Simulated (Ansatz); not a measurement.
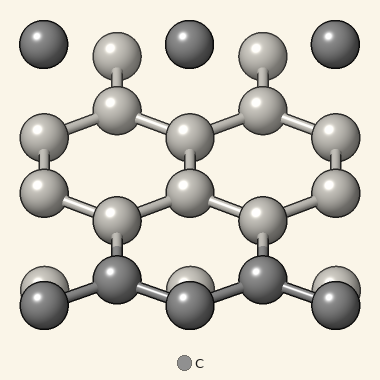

The system is N₂ on a C(111) slab cut from the C2/m phase, its upper half relaxed before the scan (16 atoms of substrate and one adsorbate in a 2 × 1 cell); the picture shows it without the atoms that are moved over the map. 
- N2 is moved over the surface cell at a fixed height above a rigid substrate; the origin of the map has the adsorbate above C15; the height is held at 3.20 Å.
- Places are given modulo a cell vector. The map is drawn in real space over the plane of the surface.
- Grid: 4 × 4 points.
- Places are given in fractions of the 1 × 1 surface cell.
- Energies: meV, counted from the lowest grid point.
- At a fixed height the lowest place need not be the adsorption site.
- These are results of Ansatz, DFT PBE+D3(BJ), scalar-relativistic, plane waves, PAW, not measurements. Settings: cutoff 420 eV, k-mesh 6×6×1, gaussian smearing 0.05 eV, no spin polarisation.

Range: position of N17 along the first surface vector from 0.00 to 0.75; position of N17 along the second surface vector from 0.00 to 0.75.

What landscape does the calculation give?

The lowest grid point is at (2/4, 3/4) of the cell vectors. The highest grid point, the top site over a surface C atom, (0/4, 0/4) of the cell vectors, lies 15.4 meV above the lowest.

| second ↓, first → | 0/4 | 1/4 | 2/4 | 3/4 |
| --- | --- | --- | --- | --- |
| 3/4 | 10.8 | 5.3 | 0.0 | 5.4 |
| 2/4 | 2.2 | 1.3 | 0.3 | 1.3 |
| 1/4 | 4.4 | 2.7 | 0.9 | 2.6 |
| 0/4 | 15.4 | 7.7 | 0.1 | 7.7 |

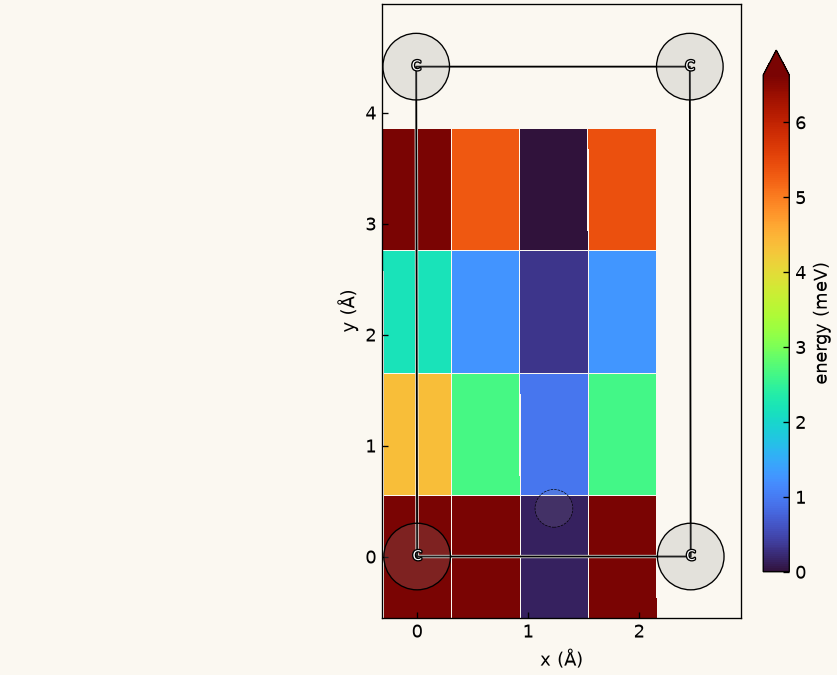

In the figure: one coloured cell a grid point, labelled circles for the atoms of the top layer and small ones for the second layer, the outline of one cell of the plane, one colour for all values above the top of the scale.

Each point was launched as `ansatz run input.yaml --threads 1 --pin off --max-ram 3072MiB --backend cpu --events-out ev --progress --plain --runs-dir out`. Time for the 16 points that were run: 20 min on 1 thread of Arm Neoverse V2, with other jobs on the host.

PAW datasets: the set soft_1.
